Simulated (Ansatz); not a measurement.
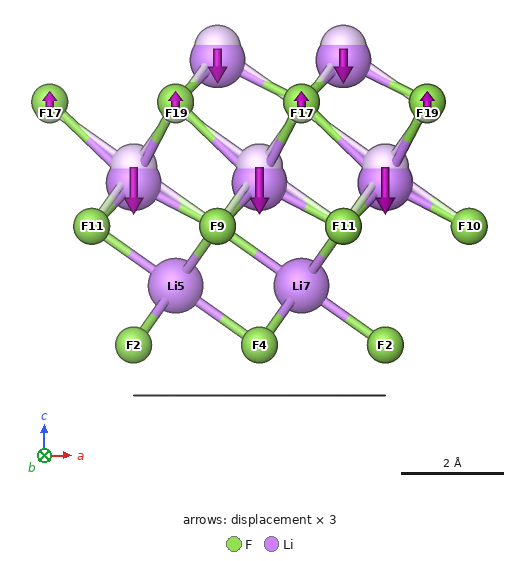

A constrained relaxation of a slab of composition LiF (cut from the Fm-3m phase). The starting structure is drawn faded, the final one solid; purple arrows show the displacements, magnified 3 times.

The picture is a ball-and-stick view of the cell of the calculation, outlined in the plane, without the vacuum (origin shifted), seen along the b axis.

Case: clean slab, lower planes held. The slab is the (1 1 1) face of LiF. 12 atoms are held fixed.

The calculation used DFT PBE, scalar-relativistic, plane waves, PAW (Ansatz). (plane-wave cutoff 420 eV; k-point mesh 3 × 3 × 1; occupations gaussian; smearing width 0.05 eV; no spin polarisation; dipole correction; atoms relaxed in a fixed cell; force threshold 0.03 eV/Å; at most 70 steps)

Q: What did the optimiser do to the structure, and how much energy did it gain?

A: The largest moves, 0.32 Å, are those of Li atoms. Largest moves by element: Li 0.32 Å, F 0.11 Å. The lattice vectors keep their values. Near-neighbour distances that change, for instance: F–Li 2.034 → 2.308 Å, F–Li 2.034 → 1.855 Å. Among the angles between lasting bonds that change: Li–F–Li 180.0° → 162.5°, F–Li–F 180.0° → 163.3°, F–Li–F 90.0° → 77.1°. After 4 geometry steps the energy has fallen by 1.409 eV per cell of the calculation. Largest force component: 1.4 eV/Å at the start, 0.011 eV/Å at the end.
